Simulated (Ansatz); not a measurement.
Single-point calculation of Ge105Si23 (part 2 of 2)

The same run, continued: Ge105Si23 (P1, 128 atoms in the cell); DFT, HSE06, PAW, plane waves (Ansatz 0.2.0); cutoff 420 eV, 1×1×1 k-mesh, Fermi–Dirac smearing of 0.01 eV. The structure was built on a prototype by a generator.

```
hybrid outer 2: dexx = +5.095e-5 eV, tail = 4.17e-7 eV, Δε = 2.96e-3 eV (about 5.64e-5 eV left of the loop's levels), ΔF = 6.77e-3 eV/Å (tail 9.10e-4)
NSCF: frozen V_eff on 1 k-points
hybrid SCF converged: 2 outer / 15 inner (+9 warm-up), last move |dexx| = 5.09e-5 eV, tail = 4.17e-7 eV
Stability not checked: this state was not tested for a lower state beside it, because the functional holds exact exchange (a hybrid, or Hartree-Fock), whose exchange loop this test does not read (fock_operator; see scf.lower_state_search)
Free energy (F): -465684.772558 eV
Harris-Foulkes:  -465684.772558 eV  (|F-HF|=2.43e-8)
Internal energy: -465684.772558 eV  (E = F + TS)
E sigma→0 (E₀):  -465684.772558 eV
Fermi energy:    8.343606 eV
--- Per-component energies (eV) ---
  E_band       = -19854.114636
  E_kinetic    = 12570.830175
  E_local      = -276364.230529  (includes V_loc(G=0)·N_el)
  E_nonlocal   = 44690.645036
  E_hartree    = 122296.105904
  E_xc         = -7419.009138
  E_vxc        = -6326.612487  (∫ρ·V_xc dr)
  E_exx        = -5855.740301  (= α·E_x^exact, valence–valence)
  E_paw        = -220012.849341  (= ΣΔE_a)
  E_vpaw       = -27305.481041  (= ΣTr[D̂ρ^β])
  E_aug_tail   = 0.033693  (compensation charges beyond the density's cutoff)
  E_ewald      = -135550.834324
  E_core_change = -39.723907  (= ΣΔE_core)
  E_smearing   = -0.000000  (= −TS)
  E_closure    = 0.000172  (closes the sum)
  Σ components = -465684.772558   (vs F -465684.772558, Δ=0.00e0)
--- Forces (eV/Å), atoms counted from 1 ---
  atom   1  Ge     0.02077501     0.01767160     0.01748979
  atom   2  Ge     0.05113160     0.02949121     0.03762224
  atom   3  Ge     0.01553445     0.02497413     0.00788801
  atom   4  Ge     0.02871063     0.01530553     0.02744569
  atom   5  Ge     0.01648413     0.02423525     0.03530204
  atom   6  Ge     0.01363583     0.00396244     0.02231527
  atom   7  Ge     0.04221761     0.00774838     0.00024756
  atom   8  Ge     0.01544992     0.01555945     0.02326001
  atom   9  Ge     0.02292250     0.01914571     0.02278389
  atom  10  Ge     0.04056290     0.04361432     0.01542599
  atom  11  Ge     0.02380598    -0.00427571    -0.00611245
  atom  12  Ge     0.01445837     0.03711946     0.02190720
  atom  13  Ge     0.00283548     0.03348229     0.03057012
  atom  14  Ge    -0.00776825     0.05335756     0.03756488
  atom  15  Ge    -0.03263331    -0.03409713    -0.01472762
  atom  16  Ge    -0.04639389    -0.01186620    -0.01381210
  atom  17  Ge    -0.02521927    -0.02912122    -0.02734819
  atom  18  Ge    -0.03769978    -0.02892059    -0.02366929
  atom  19  Ge    -0.02706870    -0.02941513     0.00481897
  atom  20  Ge    -0.02797833    -0.01311697    -0.00099466
  atom  21  Ge    -0.02129794    -0.05369751    -0.05403965
  atom  22  Ge    -0.01579559     0.02060533    -0.00759875
  atom  23  Ge    -0.02098729    -0.01584827    -0.04274165
  atom  24  Ge     0.01553237    -0.00335833    -0.00951002
  atom  25  Ge    -0.02125847    -0.01335415    -0.03604888
  atom  26  Ge     0.01597347     0.03442388     0.03761820
  atom  27  Ge    -0.03999225    -0.04018483    -0.00671413
  atom  28  Ge     0.04348709     0.03259358     0.01294094
  atom  29  Ge    -0.04520520    -0.03371710     0.00721402
  atom  30  Ge     0.04064064     0.04557251     0.05167369
  atom  31  Ge    -0.00886519    -0.02333790    -0.01584337
  atom  32  Ge     0.03802247    -0.00863598     0.02919485
  atom  33  Ge     0.03747648     0.02626691     0.02435105
  atom  34  Ge     0.01293433     0.02186818     0.02223846
  atom  35  Ge    -0.02366359    -0.02231086    -0.02523901
  atom  36  Ge     0.04260618     0.01493114     0.03804198
  atom  37  Ge     0.00317909     0.04624580     0.03050775
  atom  38  Ge     0.02450867     0.01148201     0.03188198
  atom  39  Ge     0.01797665     0.03921725    -0.02042617
  atom  40  Ge     0.00670988    -0.00816888     0.00380061
  atom  41  Ge     0.00900246    -0.01595245     0.01921443
  atom  42  Ge     0.02984432     0.03940897     0.03388636
  atom  43  Ge    -0.01134641    -0.01216898    -0.01967217
  atom  44  Ge    -0.00179779    -0.01542926    -0.04493011
  atom  45  Ge    -0.03458011    -0.01377189    -0.02317386
  atom  46  Ge    -0.02085176    -0.02463093    -0.01491133
  atom  47  Ge     0.02181130    -0.00769929    -0.00413165
  atom  48  Ge    -0.03975379    -0.01035765    -0.04351640
  atom  49  Ge    -0.03823905    -0.01421499    -0.04308205
  atom  50  Ge    -0.00362153    -0.00570880    -0.02112818
  atom  51  Ge    -0.00730494    -0.01178032    -0.00240379
  atom  52  Ge    -0.02526576    -0.03703194     0.02258969
  atom  53  Ge    -0.00137219    -0.02435977    -0.03243219
  atom  54  Ge    -0.00321268    -0.00259717     0.00454434
  atom  55  Ge     0.03169835     0.02857760     0.05099858
  atom  56  Ge     0.05731633     0.04050369     0.01259018
  atom  57  Ge    -0.01474175    -0.02197771    -0.00837682
  atom  58  Ge     0.01524851     0.04655918     0.02923336
  atom  59  Ge     0.04420349     0.04463541     0.01911875
  atom  60  Ge     0.01056407    -0.01799707    -0.00035560
  atom  61  Ge     0.00609239     0.00809447    -0.02112283
  atom  62  Ge    -0.01685365     0.02215899     0.01854490
  atom  63  Ge     0.00008401    -0.03035112     0.00930211
  atom  64  Ge     0.04235474     0.03065870     0.02394048
  atom  65  Ge     0.03119379     0.07985924     0.03061194
  atom  66  Ge     0.00717759    -0.00654457    -0.00681610
  atom  67  Ge     0.01274215     0.01465946     0.00745752
  atom  68  Ge     0.03485361     0.01741791     0.02062143
  atom  69  Ge    -0.00280664     0.00546714     0.01141452
  atom  70  Ge    -0.03974355     0.00692213    -0.04276510
  atom  71  Ge    -0.03510642    -0.04136424    -0.03359890
  atom  72  Ge     0.00399836    -0.01702324     0.01885490
  atom  73  Ge    -0.00794255    -0.04367134    -0.05016872
  atom  74  Ge    -0.03035401    -0.02644195    -0.01986440
  atom  75  Ge     0.00124479    -0.04116470    -0.03465612
  atom  76  Ge    -0.00830836    -0.07957957    -0.03754619
  atom  77  Ge    -0.00315598    -0.00150586    -0.00543509
  atom  78  Ge    -0.02438213    -0.00956741    -0.01762445
  atom  79  Ge     0.03891743     0.03422917     0.01920778
  atom  80  Ge     0.02463482     0.02345238     0.02475721
  atom  81  Ge     0.02145492     0.00910780     0.01908312
  atom  82  Ge     0.04875188     0.04284828     0.02971000
  atom  83  Ge    -0.00196469     0.01382098     0.01080762
  atom  84  Ge     0.01339774     0.00586260     0.00478591
  atom  85  Ge     0.02756758     0.06674033     0.06327653
  atom  86  Ge    -0.02766037    -0.00624297    -0.02284849
  atom  87  Ge     0.05500913     0.00601541     0.04312232
  atom  88  Ge     0.01065198     0.05943361     0.05601476
  atom  89  Ge     0.03847290     0.02996361     0.03491961
  atom  90  Ge     0.03833116     0.04385474     0.04452758
  atom  91  Ge     0.00463278    -0.01862155     0.01345620
  atom  92  Ge    -0.01885957    -0.00821718    -0.02544056
  atom  93  Ge    -0.00870204     0.00846399    -0.02327901
  atom  94  Ge    -0.03427064    -0.02726642    -0.02850268
  atom  95  Ge    -0.02574399     0.01001315     0.00590443
  atom  96  Ge    -0.00277950    -0.00302429     0.00143308
  atom  97  Ge    -0.00058061     0.00763460    -0.00832684
  atom  98  Ge     0.00617391     0.00478502     0.00061663
  atom  99  Ge    -0.05325469    -0.01441547    -0.00309948
  atom 100  Ge     0.01050313     0.01419633     0.01251240
  atom 101  Ge    -0.03189263    -0.04059164    -0.01786887
  atom 102  Ge    -0.00452503    -0.06062627    -0.03555741
  atom 103  Ge    -0.05244039    -0.01574477    -0.01583501
  atom 104  Ge    -0.02904796    -0.00228129    -0.00442263
  atom 105  Ge    -0.00539404    -0.02853304    -0.02064758
  atom 106  Si     0.01723594     0.04989712     0.03767932
  atom 107  Si     0.04429050     0.05287090     0.02441390
  atom 108  Si    -0.03150795    -0.06792667    -0.04381076
  atom 109  Si     0.01393811     0.01080679    -0.00661967
  atom 110  Si     0.04053963     0.07608650     0.02422417
  atom 111  Si    -0.03431985    -0.01584072    -0.02590787
  atom 112  Si    -0.03418375    -0.03065208     0.01168258
  atom 113  Si    -0.01564429    -0.06745444    -0.05063697
  atom 114  Si    -0.01303452    -0.00443111    -0.00403973
  atom 115  Si    -0.01016996    -0.03168800    -0.04508639
  atom 116  Si    -0.01535891    -0.03484248    -0.03865548
  atom 117  Si    -0.00488090    -0.01637242     0.00523369
  atom 118  Si    -0.02466051    -0.03450264    -0.03141416
  atom 119  Si    -0.03537780    -0.01562950    -0.03340752
  atom 120  Si    -0.01706499    -0.02660656    -0.01783194
  atom 121  Si    -0.00499880     0.00672988     0.02099272
  atom 122  Si    -0.04358228    -0.04458303    -0.04340379
  atom 123  Si    -0.05702933    -0.05764373    -0.04130402
  atom 124  Si     0.02512327     0.02782262    -0.00197550
  atom 125  Si     0.02425368     0.02091765     0.02913832
  atom 126  Si    -0.01222905     0.03590812    -0.00264070
  atom 127  Si    -0.02207568    -0.04197018    -0.02787410
  atom 128  Si    -0.02505484    -0.04323936    -0.01155713
  max |Σ_I F_I| component: 2.48e-5 eV/Å
--- Band table (eV) ---
  k-point 0: bands = ["-20.0070", "-20.0045", "-20.0023", "-20.0014", "-20.0008", "-20.0003", "-19.9997", "-19.9997", "-19.9989", "-19.9975", ... 728 levels left out ..., "5.6989", "5.7086", "5.7352", "5.7443", "6.1533", "6.1849", "6.1899", "6.2106", "6.2237", "6.2315", "6.2445", "6.2561", "6.2738", "6.2766", "6.3057", "6.3140", "6.3362", "6.3526", "6.3686", "6.3712", "6.3809", "6.3997", "6.4088", "6.4252", "6.8145", "6.8319", "6.8413", "6.8568", "6.8785",
      "6.8988", "6.9130", "6.9315", "6.9420", "6.9536", "6.9594", "6.9856", "6.9944", "7.0058", "7.0171", "7.0220", "7.8257", "7.8325", "7.8503", "8.8354", "8.8601", "8.9460", "8.9608", "9.0450", "9.0811", "9.1129", "9.1249", "9.1398", "9.2187", "9.3090", "9.3441", "9.3758", "9.3979", "9.4059", "9.4201", "9.4329", "9.4480", "9.4630", "9.4874", "9.4955", "9.5134", "9.5429", "9.5519", "9.5815", "9.7256",
      "9.7282", "9.7392", "9.7846", "9.7986", "9.8046", "9.8367", "9.8405", "9.8521", "9.8667", "9.8846", "9.9013", "9.9146", "9.9196", "9.9470", "9.9486", "9.9665", "9.9800", "9.9937", "10.0236", "10.0408", "10.0583", "10.0715", "10.0851", "10.5442", "10.5500", "10.5733", "10.5886", "10.6041", "10.6289", "10.6534", "10.6676", "10.6696", "10.7266", "10.7399", "10.7546", "11.0714", "11.0780", "11.0870", "11.3724", "11.4015",
      "11.4255", "11.4441", "11.5015", "11.5436", "12.0344", "12.0498", "12.0593", "12.0834", "12.0984", "12.1133", "12.1488", "12.1535", "12.1553", "12.1713", "12.1786", "12.1923", "12.2103", "12.2134", "12.2392", "12.2418", "12.2515", "12.2594", "12.2759", "12.2959", "12.3041", "12.3085", "12.3270", "12.3592", "12.7930", "12.8204", "12.8441", "12.8627", "12.8711", "12.8773", "12.8853", "12.8965", "12.9095", "12.9358", "12.9454", "12.9521",
      "12.9611", "12.9689", "12.9793", "12.9908", "12.9983", "13.0154", "13.0229", "13.0337", "13.0448", "13.0638", "13.0675", "13.0790", "13.0934", "13.1016", "13.1065", "13.1116", "13.1190", "13.1338", "13.1527", "13.1576", "13.1723", "13.1739", "13.1957", "13.1980", "13.2122", "13.2175", "13.2298", "13.2313", "13.2477", "13.2516", "13.2723", "13.2748", "13.2887", "13.3083", "13.3166", "13.3395", "13.4401", "13.4661", "13.4807", "13.4823",
      "13.5021", "13.5066", "13.5192", "13.5256", "13.5346", "13.5493", "13.5612", "13.5699", "13.6272", "13.6627", "13.6799"]
--- Löwdin populations: 128 sites ---
  site symbol       q [e]
     0     Ge     13.9797
     1     Ge     14.0163
     2     Ge     13.9798
     3     Ge     13.9792
     4     Ge     13.9952
     5     Ge     13.9793
     6     Ge     13.9768
     7     Ge     13.9949
     8     Ge     13.9805
     9     Ge     14.0470
    10     Ge     13.9759
    11     Ge     13.9975
    12     Ge     13.9956
    13     Ge     13.9936
    14     Ge     13.9800
    15     Ge     13.9783
    16     Ge     13.9765
    17     Ge     13.9810
    18     Ge     13.9974
    19     Ge     13.9803
    20     Ge     14.0150
    21     Ge     13.9776
    22     Ge     13.9797
    23     Ge     13.9766
    24     Ge     13.9775
    25     Ge     13.9948
    26     Ge     13.9999
    27     Ge     13.9968
    28     Ge     13.9946
    29     Ge     14.0156
    30     Ge     13.9972
    31     Ge     13.9771
    32     Ge     13.9772
    33     Ge     13.9975
    34     Ge     13.9970
    35     Ge     13.9946
    36     Ge     13.9756
    37     Ge     13.9958
    38     Ge     14.0124
    39     Ge     14.0148
    40     Ge     13.9765
    41     Ge     13.9975
    42     Ge     13.9970
    43     Ge     13.9782
    44     Ge     13.9987
    45     Ge     13.9765
    46     Ge     13.9778
    47     Ge     13.9972
    48     Ge     13.9941
    49     Ge     13.9749
    50     Ge     13.9968
    51     Ge     14.0106
    52     Ge     13.9791
    53     Ge     13.9778
    54     Ge     13.9977
    55     Ge     13.9959
    56     Ge     13.9962
    57     Ge     14.0132
    58     Ge     13.9973
    59     Ge     13.9983
    60     Ge     14.0137
    61     Ge     13.9769
    62     Ge     13.9976
    63     Ge     13.9970
    64     Ge     14.0134
    65     Ge     13.9956
    66     Ge     13.9755
    67     Ge     13.9800
    68     Ge     13.9791
    69     Ge     13.9765
    70     Ge     13.9971
    71     Ge     13.9757
    72     Ge     13.9968
    73     Ge     13.9957
    74     Ge     13.9732
    75     Ge     14.0121
    76     Ge     13.9787
    77     Ge     13.9772
    78     Ge     13.9962
    79     Ge     13.9965
    80     Ge     13.9777
    81     Ge     14.0150
    82     Ge     13.9783
    83     Ge     13.9786
    84     Ge     14.0130
    85     Ge     13.9955
    86     Ge     13.9961
    87     Ge     14.0124
    88     Ge     14.0129
    89     Ge     14.0150
    90     Ge     13.9752
    91     Ge     13.9769
    92     Ge     13.9809
    93     Ge     13.9758
    94     Ge     13.9774
    95     Ge     13.9829
    96     Ge     14.0141
    97     Ge     13.9808
    98     Ge     13.9778
    99     Ge     13.9985
   100     Ge     13.9965
   101     Ge     13.9957
   102     Ge     13.9736
   103     Ge     13.9794
   104     Ge     13.9949
   105     Si      3.9326
   106     Si      3.9318
   107     Si      3.9164
   108     Si      3.9152
   109     Si      3.9144
   110     Si      3.8956
   111     Si      3.8946
   112     Si      3.9118
   113     Si      3.9152
   114     Si      3.8945
   115     Si      3.8964
   116     Si      3.9141
   117     Si      3.8964
   118     Si      3.8948
   119     Si      3.8950
   120     Si      3.9145
   121     Si      3.9125
   122     Si      3.9131
   123     Si      3.8958
   124     Si      3.8960
   125     Si      3.9140
   126     Si      3.8952
   127     Si      3.9325
  spilling = 0.001950 (of n_electrons = 1562.000000)
```

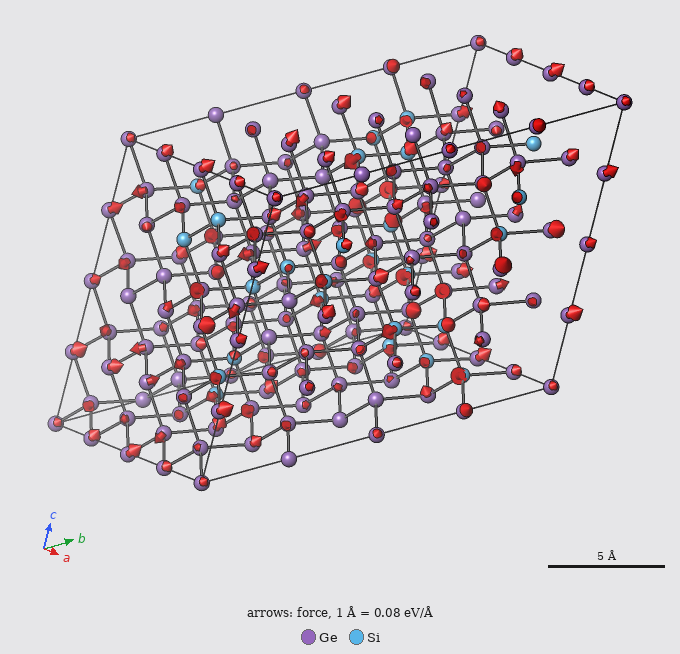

*Forces on the atoms as red arrows (ball-and-stick view of the cell of the calculation, seen slightly off an axis); the smallest are left out.*

The largest act on Ge85 (0.10 eV/Å); Ge65 (0.09 eV/Å); Si110, Si123 (0.09 eV/Å); Ge76 (0.09 eV/Å), among others. Atoms are counted from 1 in the order of the input and aren't labelled in the picture. 

Results in brief:

| quantity | value |
| --- | --- |
| outcome | converged |
| space group (tolerance 0.01 Å) | P1 (1) |
| electrons treated | 1562 |
| free energy | −465684.7726 eV |
| Fermi energy | 8.344 eV |
| largest force (length of the vector) | 0.096 eV/Å |
| hardware | 1 × NVIDIA GB300 Max-Q, 8 threads of Arm Neoverse-V2, 125 GiB of memory available, shared host |
| wall time | 3.6 min (CPU time 17 min) |
| peak memory | 14 GiB |

Notes:

The k-point mesh is coarse for a cell of this size, so the results may not be converged.
